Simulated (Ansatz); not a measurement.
System: MgO, space group P-6m2 (No. 187), 2 atoms in the cell. The cell is scaled at fixed shape and fractional positions. At 10.22 Å³/atom, a = 2.957 Å, c = 2.697 Å (hexagonal axes). Ansatz 0.2.0; HSE06, Ansatz PAW, no spin polarisation, no spin-orbit coupling, 6×6×6 k mesh, 420 eV cutoff.

At 10.22 Å³/atom the lowest conduction levels at the points plotted lie 4.43 eV (Γ), 7.41 eV (L), 7.95 eV (H) and 8.19 eV (M) above the valence top at K.

### How does each level move from 9.62 Å³/atom to 10.62 Å³/atom?

Γ falls by 0.83 eV, L falls by 0.38 eV, H falls by 0.33 eV and M falls by 0.55 eV. Straight lines against ln V have slopes of −8.3 eV at Γ, −3.8 eV at L, −3.3 eV at H and −5.6 eV at M. The lowest is the one at Γ, over the whole range, so among these points the gap stays indirect.

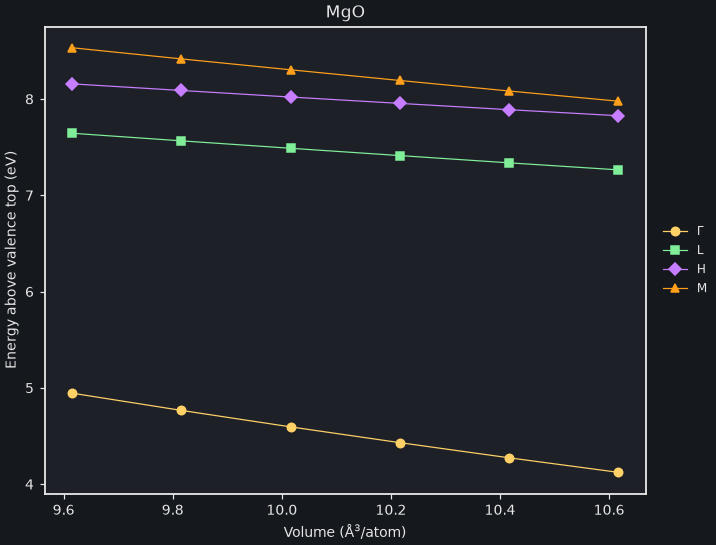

Lowest conduction level at each named k point, counted from the valence-band top at K.

```csv
volume,Γ (eV),L (eV),H (eV),M (eV)
9.62 Å³/atom,4.95,7.64,8.16,8.53
9.82 Å³/atom,4.77,7.57,8.09,8.42
10.02 Å³/atom,4.60,7.49,8.02,8.30
10.22 Å³/atom,4.43,7.41,7.95,8.19
10.42 Å³/atom,4.27,7.34,7.89,8.08
10.62 Å³/atom,4.12,7.26,7.83,7.98
```

The k mesh is thin for exact exchange. The PAW data sets were made with another functional. The usual form of MgO is rocksalt.
